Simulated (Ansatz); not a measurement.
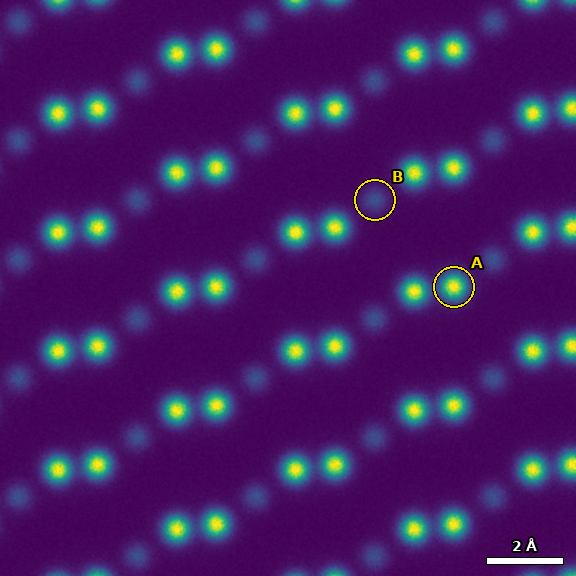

Dark-field STEM-like image of TiTe$_{2}$ (P-3m1, No. 164) along [101]. The image is simulated as a sum over atoms of Z^1.7, blurred by a 0.56 Å probe (no channelling). The probe carries 15 % of its weight in a tail 2.5 times as wide. Shot noise was added. Model: coordinates from a relaxation at fixed volume with DFT PBEsol, scalar-relativistic, plane waves, PAW (Ansatz).

```yaml
crystal:
  lattice:
    - [3.67570, 0.00000, 0.00000]
    - [-1.83785, 3.18325, 0.00000]
    - [0.00000, 0.00000, 6.38071]
  atoms:
    - { symbol: Ti, position: [0.00000, 0.00000, 0.00000] }
    - { symbol: Te, position: [0.33333, 0.66667, 0.27052] }
    - { symbol: Te, position: [0.66667, 0.33333, 0.72948] }
```

> Assign the marked columns.

A: Te (1 Te per 7.36 Å along the beam; the brightest kind). B: Ti (1 Ti per 7.36 Å along the beam; about 25 % of the brightest peak). Brightness is counted from the darkest point of the image.
